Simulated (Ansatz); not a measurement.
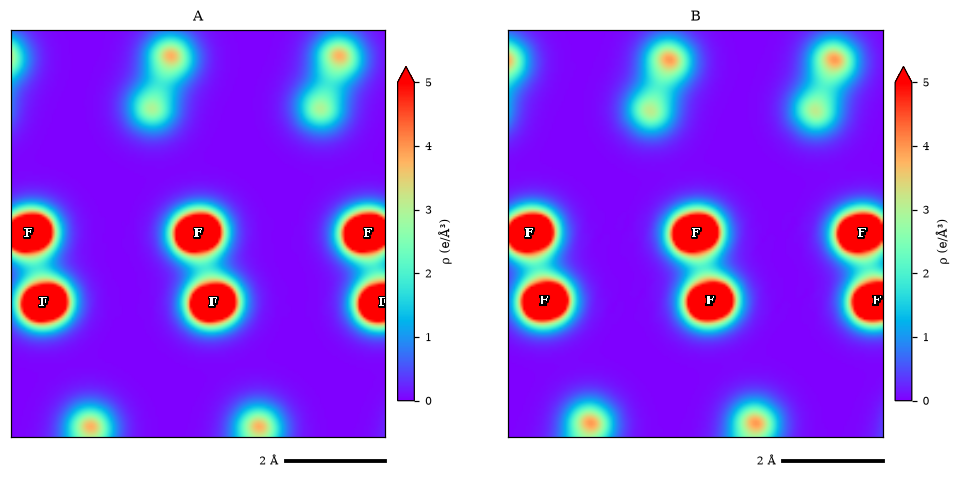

F. The valence charge density (pseudo) of two cells that differ in size, on the (011) plane of each (indices in the axes of the calculation cell), at one length scale and on one colour scale: A has 17.8 Å³ an atom and B 16.7.

Computed with DFT PBE+D3(BJ), scalar-relativistic, plane waves, PAW in Ansatz 0.2.0.

Core electrons are frozen (PAW), and the valence fields are smoothed inside the atomic spheres.

The larger cell:

```cif
data_structure
_symmetry_space_group_name_H-M 'P 1'
_symmetry_Int_Tables_number 1
_cell_length_a 3.4118
_cell_length_b 3.4118
_cell_length_c 6.8203
_cell_angle_alpha 90.901
_cell_angle_beta 90.901
_cell_angle_gamma 63.562
_cell_volume 71.08
loop_
_atom_site_label
_atom_site_type_symbol
_atom_site_fract_x
_atom_site_fract_y
_atom_site_fract_z
_atom_site_occupancy
F1 F 0.91386 0.58555 0.09393 1
F2 F 0.41445 0.08614 0.40607 1
F3 F 0.08614 0.41445 0.90607 1
F4 F 0.58555 0.91386 0.59393 1
```

The smaller cell: a = 3.344 Å, b = 3.344 Å, c = 6.685 Å, α = 90.90°, β = 90.90°, γ = 63.56°.

**What changes from the larger cell to the smaller?**

From the larger cell to the smaller, F–F goes from 1.42 to 1.39 Å, and the density at its midpoint from 1.9 to 2 e/Å³; the pressure goes from −0.4 to 2.1 GPa; the Kohn–Sham gap goes from 3.0 eV to 3.3 eV.
